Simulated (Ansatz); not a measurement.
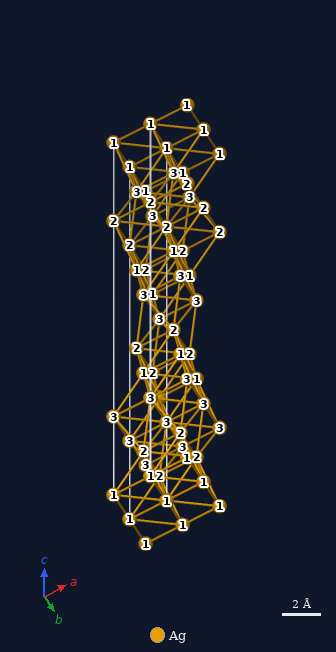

This is a crystal of Ag (set up in R-3m). The picture is a ball-and-stick view of the conventional cell (3 times the calculation's cell), repeated 2 × 2 × 1 with one cell outlined, seen from a free direction. Lengths and directions refer to the drawn axes.

All numbers below come from DFT PBEsol, scalar-relativistic, plane waves, PAW in Ansatz. Set-up: plane-wave cutoff 420 eV; k-point mesh 18 × 18 × 18; occupations gaussian; smearing width 0.1 eV; no spin polarisation.

Now this is done to it. Every silver atom is replaced by cadmium, which gives Cd. Cell and atoms are relaxed again (to zero pressure within 0.1 GPa, forces under 0.01 eV/Å).

Question: What does the calculation give for the changed structure?

Answer: The volume per atom goes from 16.68 to 21.12 Å³. The drawn cell changes as follows: a = b 2.869 → 2.946 Å (+2.7 %), c 21.059 → 25.287 Å (+20.1 %); the volume changes by +26.7 %. The space group stays R-3m (No. 166).

Drawn alike, the variant:

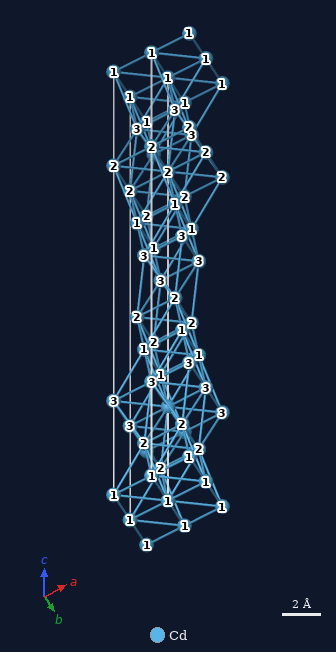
